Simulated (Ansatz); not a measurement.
# Geometry relaxation of TiCo (part 2 of 2)

The same run, continued: TiCo (R-3m, 2 atoms in the cell); DFT r2SCAN, scalar-relativistic, plane waves, PAW, no spin polarisation (Ansatz 0.2.0); cutoff 500 eV, 18×18×18 k-mesh, Gaussian smearing of 0.1 eV. The structure was built on a prototype by a generator; it need not be a known phase. It belongs to a series of runs on one base structure; here: no spin polarisation.

Geometry of the input (Å; fractional positions):
```
1.5616  1.5616  3.5763
1.5616  3.5763  1.5616
3.5763  1.5616  1.5616
Co 0.0000  0.0000  0.0000
Ti 0.5000  0.5000  0.5000
```

The program's output, continued:
```
SCF iter   1: F=-7635.798712 eV  HF=-7635.798711 eV  |F-HF|=1.93e-6  |Δ(HF+E_count)|=         —  Δρ=1.22e-4  dr2=6.83e-7  dr2_τ=2.48e-6  ethr=7.98e-9  ⟨swp⟩=3.9  Hψ=83032  notcnv=0
preconditioner: auto → none  [metal: Δε(μ)=0.002 eV  Ē_g=4.278 eV  σ=0.100 eV  W_gap=0.01  n_scr=8 (ndim 8)  ℏωp=26.0 eV  f_vac=0.000  D(μ)=1.90/eV (n_scr^D=22)]
SCF iter   2: F=-7635.798713 eV  HF=-7635.798712 eV  |F-HF|=4.70e-7  |Δ(HF+E_count)|=   1.59e-6  Δρ=5.77e-5  dr2=1.92e-7  dr2_τ=1.42e-7  ethr=2.36e-9  ⟨swp⟩=2.1  Hψ=16215  notcnv=0
SCF iter   3: F=-7635.798712 eV  HF=-7635.798713 eV  |F-HF|=3.53e-7  |Δ(HF+E_count)|=   5.40e-7  Δρ=3.22e-5  dr2=4.05e-7  dr2_τ=1.64e-8  ethr=6.63e-10  ⟨swp⟩=2.0  Hψ=19485  notcnv=0
SCF iter   4: F=-7635.798710 eV  HF=-7635.798713 eV  |F-HF|=3.29e-6  |Δ(HF+E_count)|=   1.45e-7  Δρ=1.23e-4  dr2=3.64e-6  dr2_τ=4.40e-8  ethr=6.63e-10  ⟨swp⟩=2.0  Hψ=15789  notcnv=0  recentre
SCF iter   5: F=-7635.798713 eV  HF=-7635.798713 eV  |F-HF|=6.96e-9  |Δ(HF+E_count)|=   1.89e-7  Δρ=6.37e-6  dr2=2.03e-9  dr2_τ=1.76e-9  ethr=6.63e-10  ⟨swp⟩=2.0  Hψ=14662  notcnv=0
SCF iter   6: F=-7635.798713 eV  HF=-7635.798713 eV  |F-HF|=8.37e-11  |Δ(HF+E_count)|=   7.36e-9  Δρ=1.98e-6  dr2=6.42e-10  dr2_τ=2.27e-10  ethr=6.99e-12  ⟨swp⟩=2.0  Hψ=19330  notcnv=0
SCF iter   7: F=-7635.798713 eV  HF=-7635.798713 eV  |F-HF|=3.00e-11  |Δ(HF+E_count)|=  3.52e-10  Δρ=5.37e-7  dr2=3.11e-11  dr2_τ=4.68e-12  ethr=2.21e-12  ⟨swp⟩=2.2  Hψ=14998  notcnv=0
SCF iter   8: F=-7635.798713 eV  HF=-7635.798713 eV  |F-HF|=1.82e-12  |Δ(HF+E_count)|=  4.64e-11  Δρ=1.14e-7  dr2=1.49e-12  dr2_τ=2.97e-13  ethr=1.00e-12  ⟨swp⟩=5.3  Hψ=44511  notcnv=0
SCF 5 converged in 8 iterations: F = -7635.798713 eV  dr2 = 1.49e-12
relax step   5: F+E_penalty+E_count = -7635.79871264 eV  Δ(F+E_penalty+E_count) = +3.631e-4 eV  max|allowed force component| = 6.101e-29 eV/Å  Δτ_max = 0.0000 Å  P = +0.007 GPa  Ω = 26.542 Å³  stress off target by 1.73e-2 GPa  SCF on the basis re-selected at this cell (its energy is not comparable with the rows above)  (8 SCF iters)
```

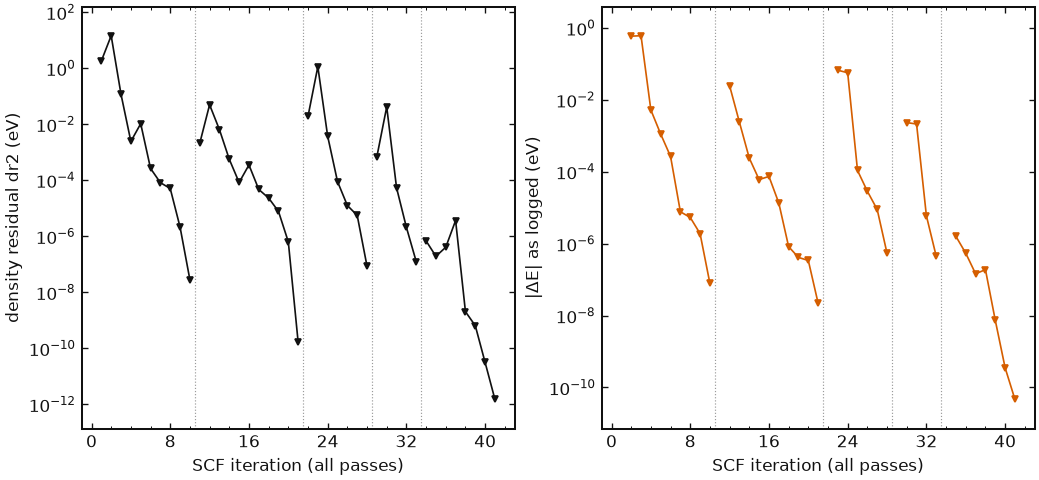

**Figure 1.** Convergence of the self-consistent field: density residual dr2 and size of the energy change against the SCF iteration. The dotted lines part the SCF passes of the relaxation: geometry steps, rejected trials and re-solves on a re-selected basis. The 5 passes take 5 to 11 iterations each, 41 in all.

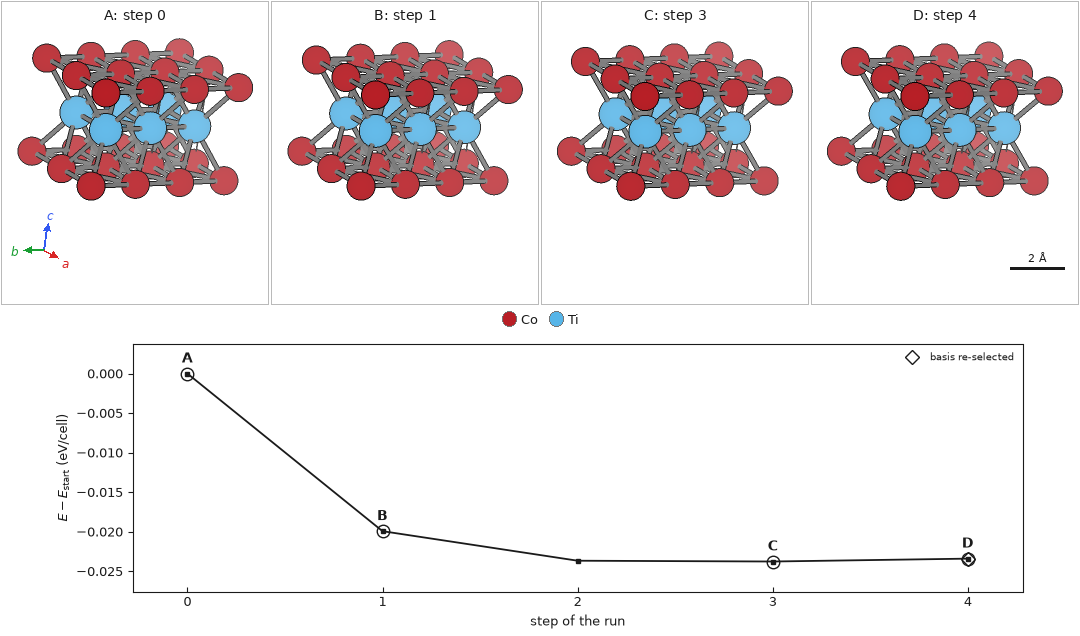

**Figure 2.** Frames of the relaxation (ball-and-stick view of the reduced cell, repeated 2 × 3 × 1, seen slightly off an axis) above the curves, on which the letters mark them (the first geometry is step 0 here and step 1 in the log).

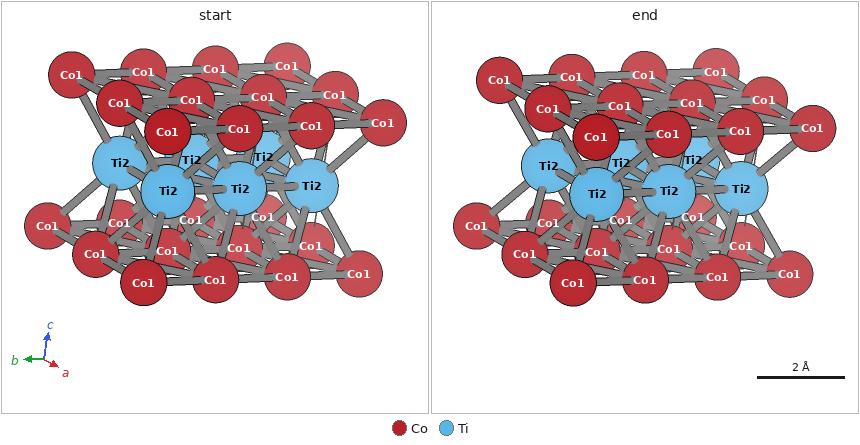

**Figure 3.** Before (left) and after (right) the relaxation, at one scale (ball-and-stick view of the reduced cell, repeated 2 × 3 × 1, seen slightly off an axis). After 3 geometry steps the energy has fallen by 23.8 meV per cell of the calculation. All forces vanish by symmetry, so only the cell relaxes. Pressure: −4.48 GPa at the start and 0.01 GPa at the end. No atom moves by more than 0.005 Å relative to the cell. Cell: a = b 2.849 → 2.863 Å (+0.5 %), c 4.203 → 4.089 Å (−2.7 %), α 70.2° → 69.5°, β 70.2° → 69.5°. Volume −2.4 %. Among the contacts that change: Co1–Ti2 2.539 → 2.496 Å, Co1–Co1 2.849 → 2.863 Å, Ti2–Ti2 2.849 → 2.863 Å. The space group stays R-3m (No. 166). A last SCF at the same geometry on a re-selected plane-wave basis shifts the energy by +0.4 meV per cell of the calculation. (Atoms are counted from 1 in the order of the input.)

```
basis re-selected at this cell: Δ(F+E_penalty+E_count) = +3.631e-4 eV, ΔP = -0.013 GPa vs the last step (what re-selecting the basis moved, of the pressure what is left beyond the Pulay correction that the steps carried, after the strain that the cell walked since its last selection, with what the two solves' SCF thresholds leave and, on support functions, any second-order correction that the steps lacked; it is no measure of the basis error at this ecutwfc). The dense FFT grid was sized anew with the basis: this SCF ran on 24×30×24 points, the steps before it on 24×32×24, so part of this shift can come from that change (see relax.cell in the input reference). This SCF's stress stands 1.73e-2 GPa from its target on what of the cell is left free (relax.cell.stress_tol is 5.00e-2 GPa) and its largest allowed force component is 6.10e-29 eV/Å (relax.f_tol is 1.00e-2 eV/Å): within both
SCF converged after 8 iterations
Free energy (F): -7635.798713 eV
Harris-Foulkes:  -7635.798713 eV  (|F-HF|=1.82e-12)
Internal energy: -7635.789219 eV  (E = F + TS)
E sigma→0 (E₀):  -7635.793966 eV
Entropy (-TS):   -0.009494 eV (-4.747 meV/atom)
Fermi energy:    16.408021 eV
--- Per-component energies (eV) ---
  E_band       = -435.843614
  E_kinetic    = 732.528341
  E_local      = -3933.225095  (includes V_loc(G=0)·N_el)
  E_nonlocal   = 464.421914
  E_hartree    = 1666.610701
  E_xc         = -251.530638
  E_vxc        = -364.536112  (∫ρ·V_xc dr)
  E_paw        = -2582.735519  (= ΣΔE_a)
  E_vpaw       = -692.409100  (= ΣTr[D̂ρ^β])
  E_aug_tail   = 0.000132  (compensation charges beyond the density's cutoff)
  E_vtau       = 24.154945  (kinetic-family band-sum trace: ∫τ·v_τ [+ j·A + Jᵃ·Aᵃ] dr)
  E_ewald      = -3731.310391
  E_core_change = -0.548663  (= ΣΔE_core)
  E_smearing   = -0.009494  (= −TS)
  E_closure    = -0.000000  (closes the sum)
  Σ components = -7635.798713   (vs F -7635.798713, Δ=0.00e0)
--- Forces (eV/Å), atoms counted from 1 ---
  atom   1  Co    -0.00000000    -0.00000000     0.00000000
  atom   2  Ti    -0.00000000     0.00000000     0.00000000
  max |Σ_I F_I| component: 1.47e-28 eV/Å
--- Stress (GPa, compression-positive) ---
        0.007246      -0.010099      -0.010099
       -0.010099       0.007246      -0.010099
       -0.010099      -0.010099       0.007246
  P = ⅓ Tr σ = 0.0072 GPa (0.072 kbar)
--- Band table (eV; the first three rows and the last of 580) ---
  k-point 0: bands = ["-81.8826", "-43.9191", "-43.6103", "-43.6103", "-42.7595", "-18.0212", "-17.6081", "-17.6081", "8.5110", "12.5660", "14.3432", "14.3432", "14.7697", "14.7697", "17.2099", "18.2807", "18.2807", "19.5697", "19.8386"]
  k-point 1: bands = ["-81.8825", "-43.9190", "-43.6126", "-43.6108", "-42.7556", "-18.0189", "-17.6278", "-17.6125", "8.6080", "12.6229", "14.3309", "14.3645", "14.7220", "14.8030", "17.2201", "18.1900", "18.3226", "18.9161", "19.7926"]
  k-point 2: bands = ["-81.8820", "-43.9186", "-43.6192", "-43.6120", "-42.7446", "-18.0125", "-17.6843", "-17.6253", "8.8944", "12.7876", "14.2963", "14.4257", "14.5894", "14.9000", "17.2191", "17.9087", "18.3349", "18.4481", "19.6589"]
  k-point 579: bands = ["-81.8826", "-43.9571", "-43.6103", "-43.6103", "-42.7160", "-18.0675", "-17.6115", "-17.6115", "10.9867", "11.7472", "14.8527", "14.9826", "14.9826", "15.3218", "15.3218", "17.3249", "17.3249", "17.5818", "18.9775"]
--- Relaxed structure (4 steps of the walk, 4 accepted, 1 SCFs on fresh bases) ---
  F+E_penalty+E_count = -7635.79871264 eV   max|allowed force component| = 6.101e-29 eV/Å   (the final SCF, on the basis selected at the relaxed cell)
  cell:  # Å, volume = 26.5425 Å³
    - [1.4847371043475734, 1.4847371043475734, 3.5088683341217783]
    - [1.4847371043475734, 3.5088683341217783, 1.4847371043475734]
    - [3.5088683341217783, 1.4847371043475734, 1.4847371043475734]
  atoms:
    - { symbol: Co, position: [1.3625851272096282e-33, -2.2860746704910586e-33, 6.455995774431176e-34] }
    - { symbol: Ti, position: [0.5, 0.4999999999999996, 0.49999999999999994] }
```

Trajectory as extended XYZ (Å, eV, eV/Å), 5 frames, from step=1 to step=5:
```
2
Lattice="1.5616 1.5616 3.5763 1.5616 3.5763 1.5616 3.5763 1.5616 1.5616" Properties=species:S:1:pos:R:3:forces:R:3 step=1 energy=-7635.77531 pressure_GPa=-4.48
Co    0.0000    0.0000    0.0000    0.0000   0.0000   0.0000
Ti    3.3498    3.3498    3.3498    0.0000   0.0000   0.0000
2
Lattice="1.5188 1.5188 3.5335 1.5188 3.5335 1.5188 3.5335 1.5188 1.5188" Properties=species:S:1:pos:R:3:forces:R:3 step=2 energy=-7635.79524 pressure_GPa=-1.10
Co    0.0000    0.0000    0.0000    0.0000   0.0000   0.0000
Ti    3.2856    3.2856    3.2856    0.0000   0.0000   0.0000
2
Lattice="1.4793 1.4793 3.5059 1.4793 3.5059 1.4793 3.5059 1.4793 1.4793" Properties=species:S:1:pos:R:3:forces:R:3 step=3 energy=-7635.79898 pressure_GPa=0.02
Co    0.0000    0.0000    0.0000    0.0000   0.0000   0.0000
Ti    3.2323    3.2323    3.2323    0.0000   0.0000   0.0000
2
Lattice="1.4847 1.4847 3.5089 1.4847 3.5089 1.4847 3.5089 1.4847 1.4847" Properties=species:S:1:pos:R:3:forces:R:3 step=4 energy=-7635.79908 pressure_GPa=0.02
Co    0.0000    0.0000    0.0000    0.0000   0.0000   0.0000
Ti    3.2392    3.2392    3.2392    0.0000   0.0000   0.0000
2
Lattice="1.4847 1.4847 3.5089 1.4847 3.5089 1.4847 3.5089 1.4847 1.4847" Properties=species:S:1:pos:R:3:forces:R:3 step=5 energy=-7635.79871 pressure_GPa=0.01
Co    0.0000    0.0000    0.0000    0.0000   0.0000   0.0000
Ti    3.2392    3.2392    3.2392    0.0000   0.0000   0.0000
```

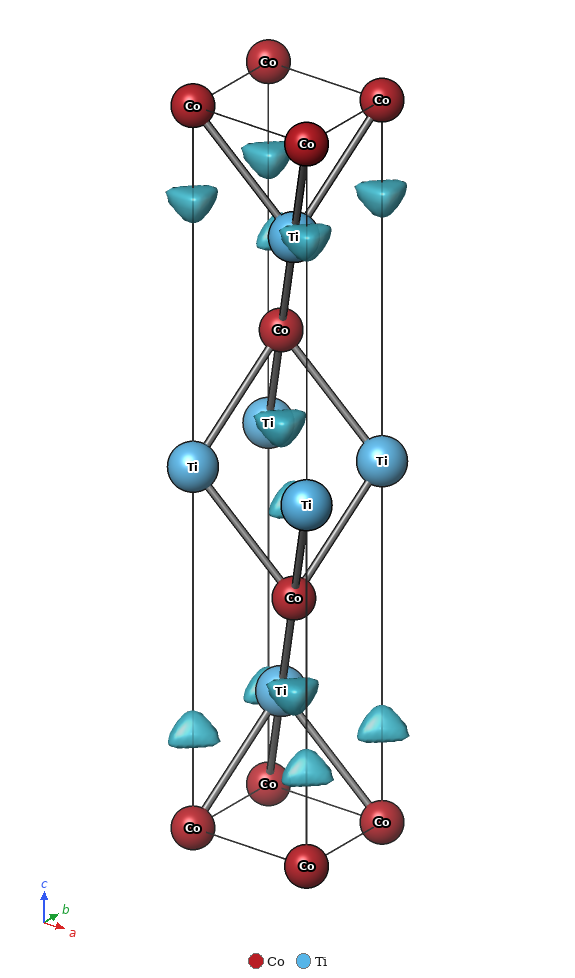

**Figure 4.** Isosurface of the ELF at 0.55 (cyan), seen slightly off an axis. Core shells and regions of very low density are left out. Sticks mark near contacts. The outline is the cell set on symmetry axes. Profiles from the grid: Ti–Co (2.50 Å): the ELF is about 0.25 at the midpoint; no shared electron pair. Core electrons are frozen (PAW), so the fields are smoothed inside the atomic spheres.

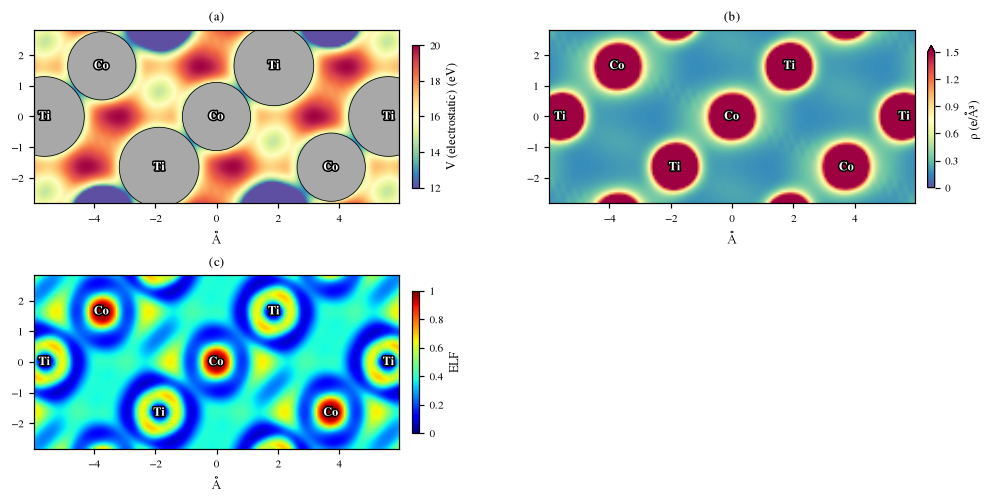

**Figure 5.** (a) electrostatic potential energy of an electron; (b) valence electron density; (c) ELF on the (110) plane of the conventional cell. Grey discs, where drawn, cover atomic cores. Atoms in the plane: Co and Ti. Ti–Co (2.50 Å): ρ at the midpoint is about 0.33 e/Å³; the ELF is about 0.25 at the midpoint (no shared electron pair). Away from the nuclei the density in this plane falls to 0.17 e/Å³ at its lowest.The strong features right at Co and Ti lie inside the PAW spheres (semicore, d or f shells) and say nothing about bonding. Outside the cores the potential energy rises away from the atoms and is highest about 1.7 Å from the nearest atoms; outside the discs it spans about 7 eV, and its zero is arbitrary.
